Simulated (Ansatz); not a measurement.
Given this structure:

```cif
data_structure
_symmetry_space_group_name_H-M 'C 2/m'
_symmetry_Int_Tables_number 12
_cell_length_a 3.5813
_cell_length_b 3.8946
_cell_length_c 2.6147
_cell_angle_alpha 90.000
_cell_angle_beta 130.054
_cell_angle_gamma 90.000
_cell_volume 27.92
loop_
_atom_site_label
_atom_site_type_symbol
_atom_site_symmetry_multiplicity
_atom_site_Wyckoff_symbol
_atom_site_fract_x
_atom_site_fract_y
_atom_site_fract_z
_atom_site_occupancy
Rh1 Rh 2 a 0.00000 0.00000 0.00000 1
```

> Characterise the structure given above.

The element is rhodium. The symmetry is that of C2/m (No. 12), on a base-centred monoclinic lattice. The cell holds two atoms. Each Rh is bonded to twelve Rh in a distorted cuboctahedral arrangement at 2.61 to 2.79 Å. The bonds build a three-dimensional framework.

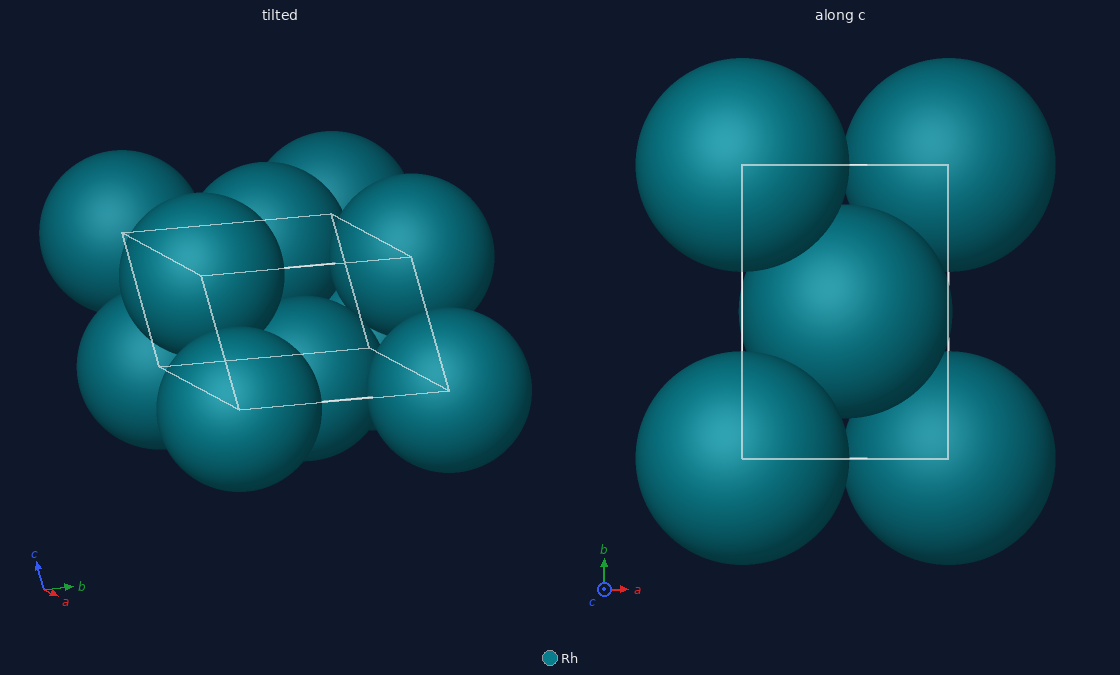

View slightly off an axis and along the c axis, drawn as a space-filling model. The conventional unit cell is drawn as a box.

The starting point was a structure listed in the Materials Project. The cell was then strained or its atoms displaced on purpose. Ansatz was used for an electronic-structure calculation on it.
